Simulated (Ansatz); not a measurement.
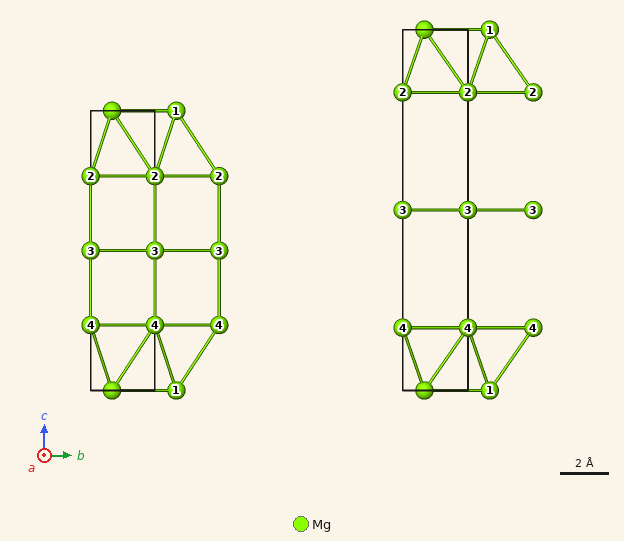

Two geometries of crystalline Mg (set up in P-6m2) (coarse preliminary run), drawn at one scale. One is the start of a relaxation, the other its converged end. Style: ball-and-stick. Shown: the cell of the calculation, repeated 1 × 2 × 1 with one cell outlined, along the a axis.

Computed with Ansatz 0.2.0, DFT PBE, scalar-relativistic, plane waves, PAW. (plane-wave cutoff 420 eV; k-point mesh 6 × 6 × 2; occupations gaussian; smearing width 0.1 eV; no spin polarisation; cell and atoms relaxed; force threshold 0.0325 eV/Å; at most 70 steps)

Which one is relaxed?

The left one is the relaxed one. Case: 2 of 2 Li taken out, relaxed. The largest moves relative to the cell, 0.70 Å, are those of Mg2 and Mg4. Mg4 goes along +c. The volume changes by −25.0 %, with a = b 3.161 → 3.109 Å (−1.6 %), c 15.112 → 11.714 Å (−22.5 %). Among the contacts that change: Mg2–Mg3 4.927 → 3.117 Å, Mg1–Mg2 3.200 → 3.276 Å, Mg1–Mg1 3.161 → 3.109 Å. New bonds form: Mg2–Mg3 (4.93 → 3.12 Å), Mg3–Mg4 (4.93 → 3.12 Å). The space group stays P-6m2 (No. 187). Over 8 accepted moves (9 points after the start) the energy falls by 149 meV per atom. The largest force component goes from 0.035 to 0.0013 eV/Å. The pressure goes from −0.84 to 0.06 GPa. At 1 point the geometry stayed and the basis and grid were re-selected for the new cell (energy shift of 0.1 meV per atom at most each time).
